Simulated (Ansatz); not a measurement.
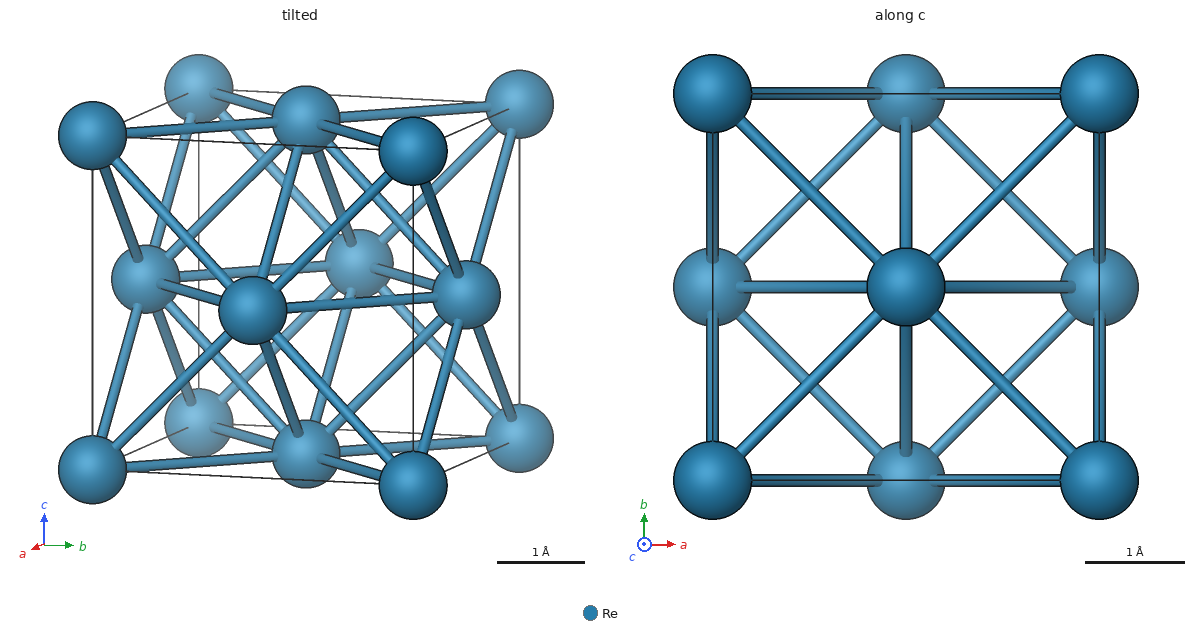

The crystal in a ball-and-stick representation, seen slightly off an axis and along the c axis. The box is the conventional unit cell; atoms on or close to its faces, edges and corners are drawn wherever they repeat.

Re, face-centred cubic (Cu type), space group Fm-3m (No. 225), a = 3.915 Å, b = 3.915 Å, c = 3.915 Å, α = 90.00°, β = 90.00°, γ = 90.00°. The starting point was a random cell made by a generator, so it need not be a real form of the element. Earlier steps of the study, as a rule a relaxation of our own, may have changed the cell and positions, so they can lie some per cent off the listed ones. It was run through Ansatz as a DFT input.

This one geometry was computed with Ansatz (DFT, plane waves, PAW) at four levels of theory: PBEsol, PBE with spin-orbit coupling, r2SCAN and PBE.

Which level gives the highest pressure at this volume, and what does that say about its equilibrium volume?

Answer. Highest: PBE with spin-orbit coupling (0.5 GPa) and PBE (0.0 GPa), which points to the largest equilibrium volume. Lowest, with the smallest volume: PBEsol (-9.8 GPa). Levels within 0.5 GPa of each other can't be told apart.

How does the band gap change with the level of theory?

Answer. All levels give a metal.

Collect the results in a table.

Answer.
| level | cutoff (eV) | k-mesh of the run's cell | gap (eV) | pressure (GPa) |
| --- | --- | --- | --- | --- |
| PBEsol | 420 | 28×28×28 | metal | -9.8 |
| PBE with spin-orbit coupling | 420 | 28×28×28 | metal | 0.5 |
| r2SCAN | 500 | 28×28×28 | metal | -6.3 |
| PBE | 420 | 28×28×28 | metal | 0.0 |

Gaps are taken on the k-mesh or band path of each run.
